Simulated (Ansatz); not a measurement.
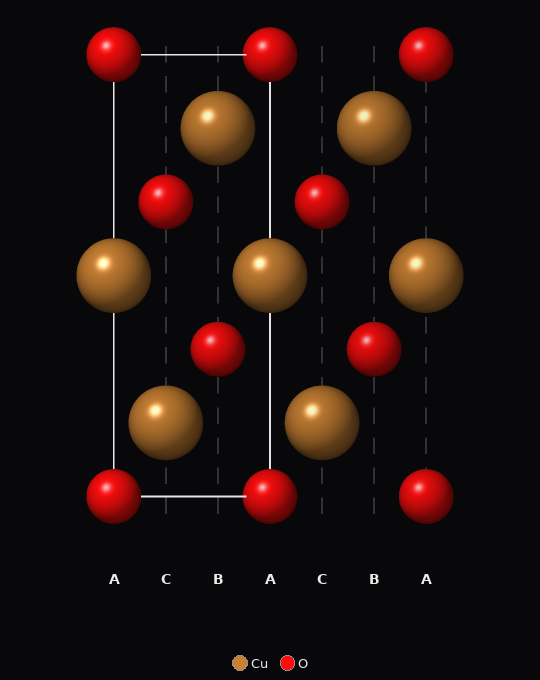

Projection along an edge of the hexagonal mesh, stacking direction [111] upwards. The dashed lines mark the three columns A (0, 0), B (1/3, 2/3) and C (2/3, 1/3). The box is the hexagonal cell of the face-centred cubic lattice. The sequence starts with the first layer at or above the cell's origin.

System CuO (space group Fm-3m, No. 225); source of the atomic positions: the end point of a relaxation with DFT PBE, scalar-relativistic, plane waves, PAW in Ansatz; the starting structure was generated, so it need not be a known form of this composition.

Q: Give the sequence of layers in one repeat, with element and column.

A: O(A) – Cu(C) – O(B) – Cu(A) – O(C) – Cu(B) (six layers in 7.35 Å).

Q: How are the O layers alone stacked?

A: O layers alone: ABC, the cubic close-packed type.

Q: Which positions between or in the O layers do the other atoms fill?

A: Cu: three octahedral sites (per hexagonal cell).
